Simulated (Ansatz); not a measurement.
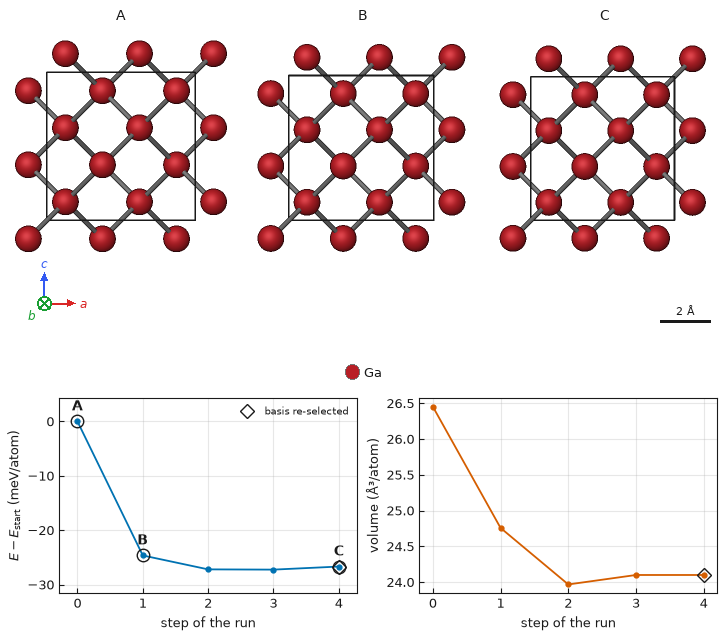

Frames of a relaxation of crystalline Ga (a generated structure, set up in Fd-3m), marked on the history of the run. Style: ball-and-stick. Shown: the conventional cell (4 times the calculation's cell), along the b axis. Lengths and directions refer to the drawn axes.

Phase: diamond.

Computed with DFT, r2SCAN, plane waves (500 eV) with PAW, scalar-relativistic (Ansatz 0.2.0).

The input:
```yaml
crystal:
  lattice:
    - [0.0, 2.9796103622, 2.9796103622]
    - [2.9796103622, 0.0, 2.9796103622]
    - [2.9796103622, 2.9796103622, 0.0]
  atoms:
    - { symbol: Ga, position: [0.125, 0.125, 0.125] }
    - { symbol: Ga, position: [0.875, 0.875, 0.875] }
hamiltonian:
  xc: r2scan
  pseudopotentials:
    kind: paw
    azcp:
      Ga: "pseudopotentials/Ga.paw.azcp"
basis:
  ecutwfc: 500
  fft_grid_basis: typed
kpoints:
  mp_grid: { grid: [9, 9, 9], shift: [0, 0, 0] }
magnetization:
  spin_polarized: false
scf:
  occupations: { method: fermi_dirac, width: 0.1 }
relax:
  max_steps: 60
  f_tol: 0.01
  cell: {}
```

Run as
```bash
ansatz run input.yaml --threads 1 --pin off --max-ram 3584MiB --backend cpu --events-out ev --progress --plain --runs-dir out
```

**Describe the path.**

After 3 accepted moves (4 points after the start) the energy has fallen by 26.7 meV per atom. All forces vanish by symmetry, so only the cell relaxes. Pressure: −3.30 GPa at the start and −0.04 GPa at the end. The SCF was repeated once at an unchanged geometry on a basis and grid sized afresh for the cell, which shifted the energy by 0.6 meV per atom at most. The atoms keep their places relative to the cell (all moves are under 0.005 Å). The drawn cell changes as follows: a = b = c 5.959 → 5.777 Å (−3.1 %); the volume changes by −8.9 %. Among the contacts that change: Ga1–Ga2 2.580 → 2.502 Å. The space group stays Fd-3m (No. 227). From step 0 to 1: volume −6.4 %, energy −24.6 meV per atom. From step 1 to 4: volume −2.7 %, energy −2.0 meV per atom.

| step | E − E(0), meV/atom | pressure, GPa | volume, Å³/atom | note |
| --- | --- | --- | --- | --- |
| 0 | 0.00 | -3.30 | 26.453 |  |
| 1 | -24.63 | -1.12 | 24.758 |  |
| 2 | -27.19 | 0.23 | 23.969 |  |
| 3 | -27.23 | -0.01 | 24.101 |  |
| 4 | -26.67 | -0.04 | 24.101 | same geometry, new basis |
